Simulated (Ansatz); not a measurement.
# CeO2: single-point calculation (part 4 of 4)

CeO2 (slab, 12 atoms in the cell); DFT, PBE, plane waves, PAW, Ueff = 8 eV on Ce f (Ansatz 0.2.0); cutoff 420 eV, 9×9×1 k-mesh, Gaussian smearing of 0.05 eV. The run did not end well.

Geometry of the input (Å; fractional positions):
```
3.8637  0.0000  0.0000
-1.9319  3.3461  0.0000
0.0000  0.0000  26.8302
O  0.6667  0.3333  0.2795
O  0.0000  0.0000  0.3383
Ce 0.6667  0.3333  0.3677
O  0.3333  0.6667  0.3971
O  0.6667  0.3333  0.4559
Ce 0.3333  0.6667  0.4853
O  0.0000  0.0000  0.5147
O  0.3333  0.6667  0.5735
Ce 0.0000  0.0000  0.6029
O  0.6667  0.3333  0.6323
O  0.0000  0.0000  0.6911
Ce 0.6667  0.3333  0.7205
```

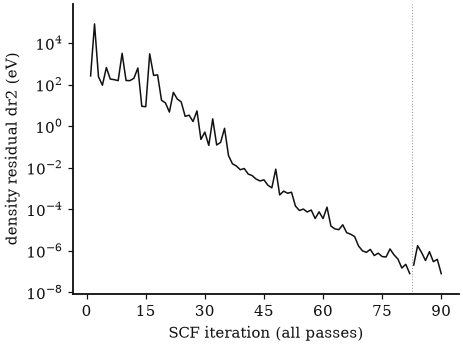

*Convergence of the self-consistent field: density residual dr2 against the SCF iteration. The dotted line parts a first SCF on fewer bands from the closing SCF on all bands, which starts from the first one's density.*

The passes take 82 and 8 iterations.

```
SCF converged after 90 iterations (82 of them on 60 bands)
Free energy (F): -30842.433954 eV
Harris-Foulkes:  -30842.433953 eV  (|F-HF|=6.37e-7)
Internal energy: -30842.411359 eV  (E = F + TS)
E sigma→0 (E₀):  -30842.422657 eV
Entropy (-TS):   -0.022594 eV (-1.883 meV/atom)
Fermi energy:    2.753988 eV
Dipole field:    D = 0.234185 V/Å  (p = 0.448915 e·Å, saw-weighted, corrected)
Work function:   Φ+ = 3.0021 eV   Φ− = 9.2857 eV
Levels:          The Fermi level and band energies are counted from a zero that moves with the ramp; work functions are not
Vacuum region:   at the solve's end the planar-averaged density reaches 2.63e-5 e/Å³ inside the ramp window [0.9427, 0.0573] (bound 1e-5 e/Å³)
--- Per-component energies (eV) ---
  E_band       = -862.915199
  E_kinetic    = 2955.669614
  E_local      = -83426.478618  (includes V_loc(G=0)·N_el)
  E_nonlocal   = 92.805457
  E_hartree    = 40703.759515
  E_xc         = -1519.626807
  E_vxc        = -1789.540741  (∫ρ·V_xc dr)
  E_hubbard    = 8.582909  (on-site DFT+U / exact-exchange correction)
  E_vhub       = 5.664021  (the Hubbard potential's part of the band-sum identity)
  E_paw        = -23128.029173  (= ΣΔE_a)
  E_vpaw       = -99.850238  (= ΣTr[D̂ρ^β])
  E_aug_tail   = 0.019150  (compensation charges beyond the density's cutoff)
  E_efield     = 0.052565  (sawtooth field / dipole correction)
  E_vefield    = -8.760325  (∫n·V_field dr)
  E_ewald      = 33470.834028
  E_smearing   = -0.022594  (= −TS)
  E_closure    = 0.000000  (closes the sum)
  Σ components = -30842.433954   (vs F -30842.433954, Δ=0.00e0)
--- Forces (eV/Å), atoms counted from 1 ---
  atom   1  O     -0.00000000    -0.00000000     1.27739012
  atom   2  O     -0.00000000    -0.00000000     0.53533582
  atom   3  Ce     0.00000000     0.00000000    -2.85173259
  atom   4  O     -0.00000000     0.00000000     0.87088996
  atom   5  O     -0.00000000    -0.00000000     0.72062539
  atom   6  Ce     0.00000000    -0.00000000    -1.36821155
  atom   7  O     -0.00000000     0.00000000     0.75055915
  atom   8  O     -0.00000000    -0.00000000     0.69154387
  atom   9  Ce     0.00000000    -0.00000000    -1.61675782
  atom  10  O     -0.00000000     0.00000000     0.63794472
  atom  11  O     -0.00000000    -0.00000000     1.89371216
  atom  12  Ce     0.00000000     0.00000000    -1.54150002
  max |Σ_I F_I| component: 2.01e-4 eV/Å
--- Stress (GPa, compression-positive) ---
        0.682004      -0.000000       0.000000
        0.000000       0.682004       0.000000
        0.000000       0.000000      -1.119200
  P = ⅓ Tr σ = 0.0816 GPa (0.816 kbar)
--- Band table (eV; the first three rows and the last of 12) ---
  k-point 0: bands = ["-33.6447", "-32.8095", "-32.3744", "-31.8464", "-18.1704", "-17.1233", "-16.2032", "-15.8724", "-15.8724", "-15.7601", "-15.2041", "-15.0402", "-15.0402", "-14.8713", "-14.8713", "-14.7914", "-14.3592", "-14.0907", "-14.0907", "-13.9361", "-13.5497", "-12.7910", "-12.4004", "-11.4383", "-3.1264", "-3.1264", "-3.1059", "-2.3847", "-2.3847", "-2.1437", "-2.1437", "-1.8299", "-1.1980", "-1.1980", "-0.9786", "-0.6308", "0.0164", "0.0164", "0.0861", "0.8274", "0.8274", "0.9200", "1.1879", "1.7801", "1.7801", "1.8186", "2.4443", "2.6048", "2.6048", "2.6805", "3.1062", "3.5882", "3.5961", "3.5961", "3.6931", "3.7943", "3.7943", "3.9308", "4.4302", "4.4368", "4.4368", "4.5120", "4.6189", "4.6189", "4.7131", "4.8799", "5.4021", "5.4021", "5.4482", "5.4486", "5.4561", "5.4561", "5.5946", "5.5946", "5.9058", "6.0973", "6.0973", "6.6539", "6.6539", "6.7867", "6.9420", "6.9420", "7.0591", "7.0591"]
  k-point 1: bands = ["-33.6327", "-32.7978", "-32.3628", "-31.8347", "-18.1513", "-17.2281", "-16.5156", "-16.3252", "-15.9007", "-15.6429", "-15.4112", "-15.1771", "-15.0677", "-14.8982", "-14.8240", "-14.6778", "-14.3901", "-14.1181", "-13.9171", "-13.6248", "-13.2252", "-12.7161", "-12.4368", "-11.5054", "-3.0598", "-3.0150", "-2.9040", "-2.4030", "-2.2729", "-1.9939", "-1.9840", "-1.7237", "-1.0964", "-1.0519", "-1.0222", "-0.5125", "-0.3275", "-0.0443", "0.1308", "0.6457", "0.8029", "0.9273", "1.2061", "1.7379", "1.8049", "1.9524", "2.4088", "2.6317", "2.6829", "2.7296", "3.1246", "3.5717", "3.5937", "3.6046", "3.6840", "3.7400", "3.7651", "3.9502", "4.4175", "4.4358", "4.4455", "4.5037", "4.5691", "4.5930", "4.7718", "4.8991", "5.3466", "5.4104", "5.4243", "5.4425", "5.4478", "5.4545", "5.5473", "5.5690", "5.8943", "6.1842", "6.2596", "6.5798", "6.7139", "6.8763", "6.9361", "7.0481", "7.0542", "7.0753"]
  k-point 2: bands = ["-33.6020", "-32.7679", "-32.3331", "-31.8049", "-18.1379", "-17.6221", "-16.9151", "-16.7323", "-16.0085", "-15.9710", "-15.6399", "-15.4191", "-15.1361", "-15.0224", "-14.9650", "-14.4328", "-14.1859", "-14.0738", "-13.6065", "-13.3574", "-12.9271", "-12.5905", "-12.0853", "-11.5745", "-2.8912", "-2.7515", "-2.6016", "-2.2928", "-1.9818", "-1.6581", "-1.5962", "-1.5353", "-1.2277", "-0.8615", "-0.6862", "-0.4893", "-0.2010", "-0.1343", "-0.0439", "0.4431", "0.7422", "0.8721", "1.1922", "1.6339", "1.8503", "2.2458", "2.3275", "2.6817", "2.7923", "2.8649", "3.1847", "3.5356", "3.5800", "3.5936", "3.6394", "3.6728", "3.7454", "4.0126", "4.3788", "4.4193", "4.4315", "4.4670", "4.5021", "4.5337", "4.5707", "4.9618", "5.3826", "5.3856", "5.4258", "5.4449", "5.4940", "5.4954", "5.5361", "5.5910", "5.9425", "6.4325", "6.5209", "6.6692", "6.8074", "6.9110", "6.9806", "7.0590", "7.0661", "7.3433"]
  k-point 11: bands = ["-33.5267", "-32.6945", "-32.2603", "-31.7317", "-18.1683", "-17.9812", "-17.8125", "-17.2275", "-16.9745", "-16.4775", "-15.8972", "-15.8096", "-15.4641", "-15.4570", "-15.2122", "-14.7931", "-13.3532", "-13.3156", "-13.2484", "-12.6862", "-12.6621", "-11.8390", "-11.7138", "-11.6980", "-2.4827", "-2.3596", "-2.1685", "-1.5678", "-1.5539", "-1.4036", "-1.1241", "-1.0250", "-0.7079", "-0.4152", "-0.2869", "-0.2639", "-0.1067", "0.1672", "0.2107", "0.6883", "0.7097", "0.7839", "1.0779", "1.5884", "1.6128", "2.2566", "2.7474", "2.8060", "3.0316", "3.0394", "3.4361", "3.4407", "3.4438", "3.4745", "3.6678", "3.6756", "3.6761", "4.0688", "4.2564", "4.2571", "4.2747", "4.3395", "4.4889", "4.5098", "4.5142", "4.8297", "5.2082", "5.2282", "5.2769", "5.3379", "5.4279", "5.4937", "5.5021", "5.7646", "6.3886", "6.4618", "6.8962", "6.9779", "7.0543", "7.0597", "7.1374", "7.1398", "7.1993", "7.5448"]
Occupation matrices written to [file]
```

### Outcome

```tsv
quantity	value
outcome	stopped at the time limit
electrons treated	96
free energy	−30842.4340 eV
Fermi energy	2.754 eV
largest force (length of the vector)	2.852 eV/Å
wall time	3.6 min (CPU time 7 min)
peak memory	0.95 GiB
```

### Diagnosis

Settings chosen away from the usual ones: hamiltonian.hubbard set to {"sites": [{"species": "Ce", "l": "f", "u_eff": 8.0}], "double_counting": "fll"}. The run was cut off by its time limit, so the output is incomplete. Notes on the run: the density in the vacuum is higher than it should be, so vacuum levels may be off.
